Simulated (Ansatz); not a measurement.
# Calculations on AlNi

## 1. Relaxation

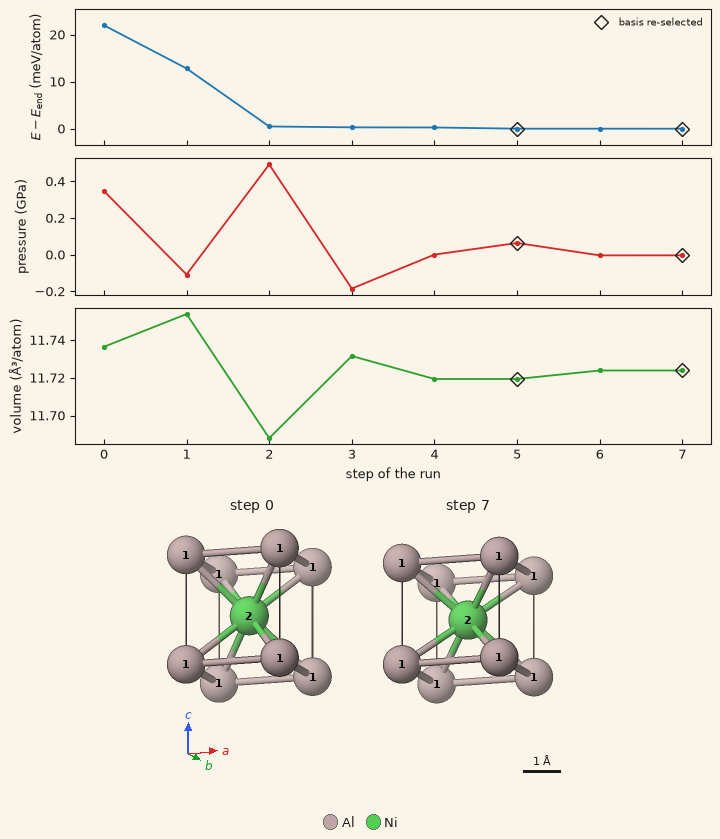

First and last geometry of a relaxation of a crystal of AlNi (set up in Cmmm), with the history of the run. Style: ball-and-stick. Shown: the cell of the calculation, from a free direction.

Computed with DFT PBEsol, scalar-relativistic, plane waves, PAW (Ansatz 0.2.0).

Input file:
```yaml
crystal:
  lattice:
    - [1.938694, -1.95319015, 0.0]
    - [1.938694, 1.95319015, 0.0]
    - [0.0, 0.0, 3.0994300413]
  atoms:
    - { symbol: Al, position: [0.0, 0.0, 0.0] }
    - { symbol: Ni, position: [0.5, 0.5, 0.5] }
basis:
  ecutwfc: 420
kpoints:
  mp_grid: { grid: [16, 16, 14] }
hamiltonian:
  xc: pbesol
scf:
  occupations: { method: gaussian, width: 0.1 }
output:
  forces: true
  stress: true
  eigenvalues: true
relax:
  adjacent_minimum: "off"
  f_tol: 0.005
  max_steps: 80
  cell: { stress_tol: 0.05 }
```

Question: Read the history and describe the run.

Answer: It converged. The atoms keep their places relative to the cell (all moves are under 0.005 Å). Cell: a = b 2.752 → 2.859 Å (+3.9 %), c 3.099 → 2.869 Å (−7.4 %), γ 90.4° → 90.0°. Volume −0.1 %. Some distances before and after: Al1–Al1 2.752 → 2.859 Å, Ni2–Ni2 2.752 → 2.859 Å, Al1–Ni2 2.493 → 2.479 Å. The space group (tolerance 0.01 Å) goes from Cmmm (No. 65) to P4/mmm (No. 123). After 5 accepted moves (7 points after the start) the energy has fallen by 22.0 meV per atom. All forces vanish by symmetry, so only the cell relaxes. The pressure goes from 0.35 to 0.00 GPa. At 2 points the geometry stayed and the basis and grid were re-selected for the new cell (energy shift of 0.3 meV per atom at most each time).

| step | E − E(0), meV/atom | pressure, GPa | volume, Å³/atom | note |
| --- | --- | --- | --- | --- |
| 0 | 0.00 | 0.35 | 11.736 |  |
| 1 | -9.18 | -0.11 | 11.754 |  |
| 2 | -21.50 | 0.49 | 11.688 |  |
| 3 | -21.69 | -0.18 | 11.732 |  |
| 4 | -21.72 | 0.00 | 11.719 |  |
| 5 | -21.97 | 0.06 | 11.719 | same geometry, new basis |
| 6 | -21.98 | 0.00 | 11.724 |  |
| 7 | -21.98 | 0.00 | 11.724 | same geometry, new basis |

## 2. A change

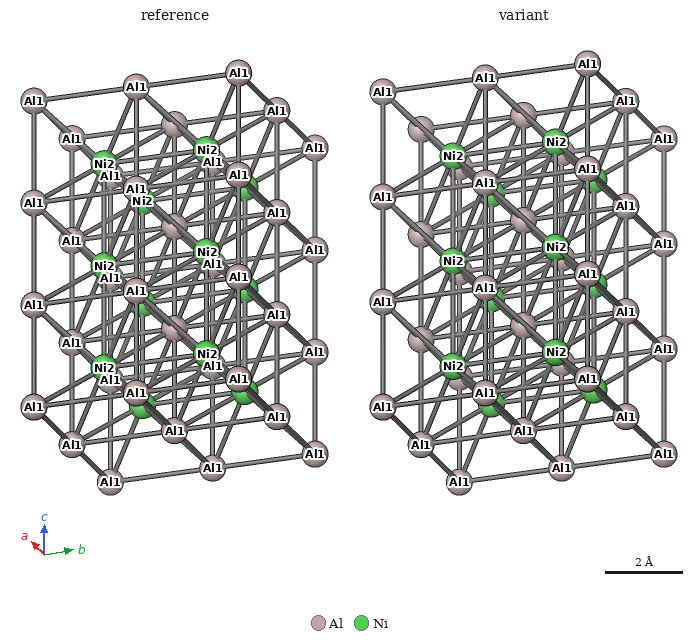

Left: a crystal of AlNi (set up in P4/mmm). Right: the same structure after one change, at the same scale. A ball-and-stick model of the cell of the calculation, repeated 2 × 2 × 3 with one cell outlined, seen from a free direction.

Theory: Ansatz 0.2.0, DFT PBEsol, scalar-relativistic, plane waves, PAW. (plane-wave cutoff 420 eV; k-point mesh 14 × 14 × 14; occupations gaussian; smearing width 0.1 eV; no spin polarisation)

Q: What distinguishes the right structure from the left one?

A: Strain along c alone, +3.0 %, is applied. Symmetry leaves the atoms no freedom, so this is a single point.

Q: And its effect?

A: Some distances before and after: Al–Al 2.862 → 2.859 to 2.955 Å, Ni–Ni 2.862 → 2.859 to 2.955 Å, Al–Ni 2.479 → 2.504 Å. The space group stays P4/mmm (No. 123). Energy change: +7.1 meV per atom. The pressure goes from 0.0 to −4.7 GPa. The principal stresses (compression positive) are −6.2 GPa along c and −4.0 GPa across it. All forces vanish by symmetry.

## 3. Series

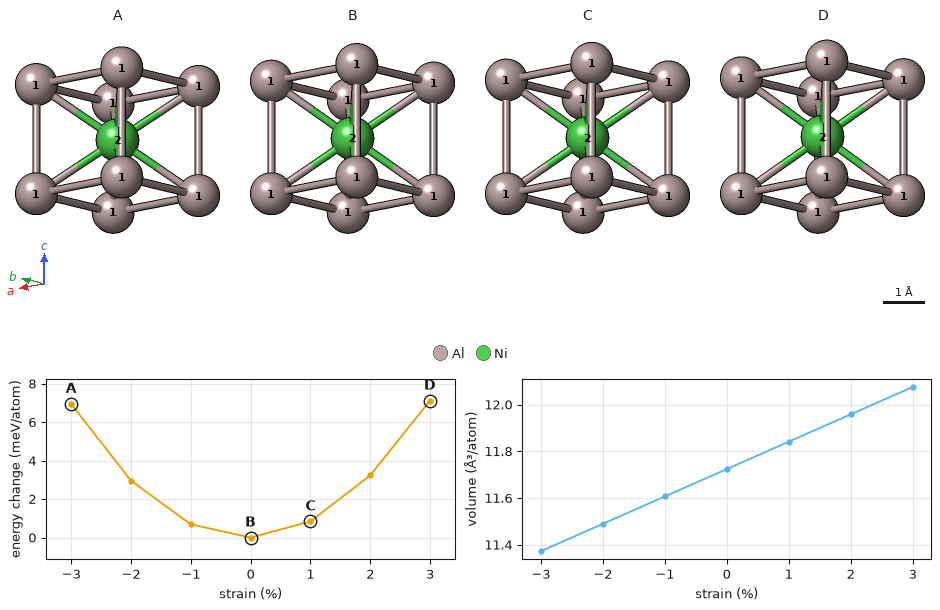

Members of a series of calculations on solid AlNi (set up in P4/mmm), marked on the first curve. Style: ball-and-stick. Shown: the cell of the calculation, from a free direction.

Level of theory: DFT PBEsol, scalar-relativistic, plane waves, PAW (Ansatz 0.2.0). Set-up: plane-wave cutoff 420 eV; k-point mesh 14 × 14 × 14; occupations gaussian; smearing width 0.1 eV; no spin polarisation.

Describe the series.

Answer. Strain along c alone, the other axes held, atoms relaxed. A (strain −3.0 %): energy change 6.9 meV/atom, volume 11.37 Å³ per atom. B (strain 0.0 %): energy change 0.0 meV/atom, volume 11.72 Å³ per atom. C (strain 1.0 %): energy change 0.8 meV/atom, volume 11.84 Å³ per atom. D (strain 3.0 %): energy change 7.1 meV/atom, volume 12.08 Å³ per atom. The rest compares A with D. The drawn cell changes as follows: a = b unchanged at 2.859 Å, c 2.783 → 2.955 Å (+6.2 %); the volume changes by +6.2 %. Some distances before and after: Al–Al 2.783 → 2.955 Å, Ni–Ni 2.783 → 2.955 Å, Al–Ni 2.454 → 2.504 Å.
